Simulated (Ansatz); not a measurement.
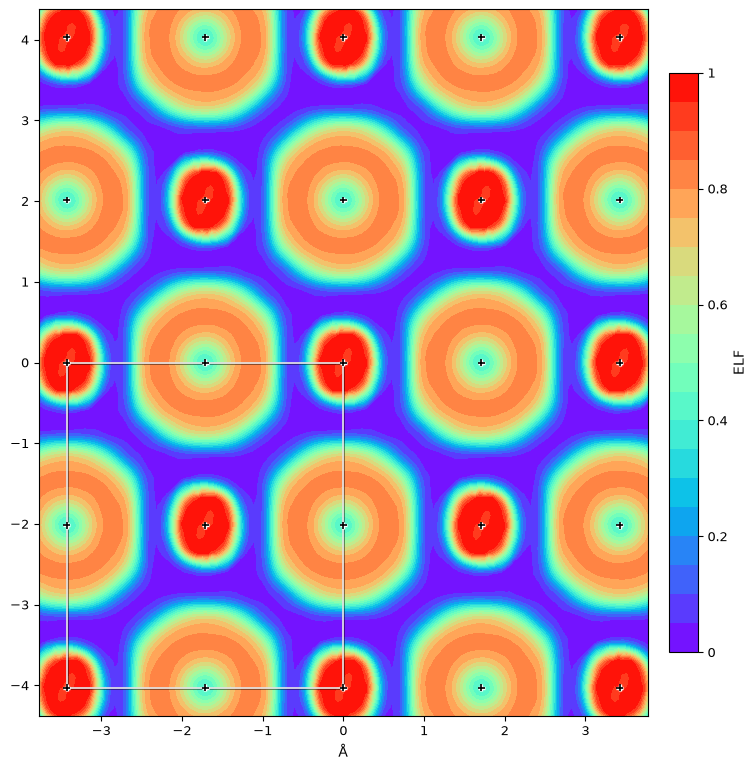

The ELF on a plane through atoms (crosses mark nuclei in the plane).

Theory: DFT PBE, scalar-relativistic, plane waves, PAW (Ansatz).

Candidates:
A. LiF, a = 2.85 Å, b = 2.85 Å, c = 3.42 Å, α = 90.00°, β = 90.00°, γ = 90.00°. Space group I4/mmm; changed on purpose from its base cell (strain -0.1500 x Voigt [1, 0, 0, 0, 0, 0], atoms carried along); computed pressure about 26 GPa in this cell.
B. PbS, a = 4.03 Å, b = 4.03 Å, c = 5.93 Å, α = 90.00°, β = 90.00°, γ = 90.00°. Space group I4/mmm; changed on purpose from its base cell (strain -0.0400 x Voigt [1, 1, 0, 0, 0, 0], atoms carried along); computed pressure about 9 GPa in this cell.

Q: Which system is this?

A: Candidate A: LiF on the (110) plane of the conventional cell, which holds Li and F. Li–F (1.71 Å): the ELF peaks at about 0.80 in the valence shell of F, 0.6 Å from its nucleus, and falls to about 0.10 next to Li: a closed-shell, largely ionic contact.
